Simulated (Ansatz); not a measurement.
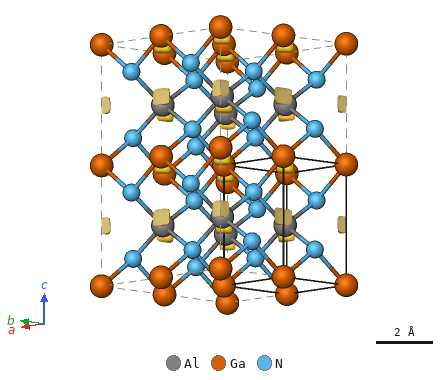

The yellow surface encloses the points that the centre of a probe sphere of radius 0.70 Å can occupy in AlGaN₂ in space group P-4m2, computed on a grid of about 0.13 Å (2×2×2 cells shown, view from a free direction; pale faces close the region where the box cuts it).

Atoms are hard spheres with covalent radii (Cordero): Al 1.21 Å, Ga 1.22 Å, N 0.71 Å.

The cell is taken from the input geometry of an electronic-structure calculation (not necessarily at equilibrium).

```cif
data_structure
_symmetry_space_group_name_H-M 'P-4m2'
_symmetry_Int_Tables_number 115
_cell_length_a 3.1385
_cell_length_b 3.1385
_cell_length_c 4.4227
_cell_angle_alpha 90.000
_cell_angle_beta 90.000
_cell_angle_gamma 90.000
_cell_volume 43.56
loop_
_atom_site_label
_atom_site_type_symbol
_atom_site_symmetry_multiplicity
_atom_site_Wyckoff_symbol
_atom_site_fract_x
_atom_site_fract_y
_atom_site_fract_z
_atom_site_occupancy
Al1 Al 1 c 0.50000 0.50000 0.50000 1
Ga1 Ga 1 a 0.00000 0.00000 0.00000 1
N1 N 2 g 0.50000 0.00000 0.73909 1
```

> Is the space open to the probe made of pockets or channels?

They are isolated pockets that do not connect across cells.

> What share of the cell can the probe's centre reach?

About 1.2 % of the volume (0.53 Å³ of 43.6 Å³).

> Give the largest included and the largest free sphere.

The largest sphere that fits anywhere has a diameter of 2.00 Å; the largest that can travel through the crystal, about 1.2 Å.

> How does the connectivity change as the probe shrinks?

Below a radius of about 0.59 Å the space forms a three-dimensional network. These are grid estimates, good to about 0.05 Å.
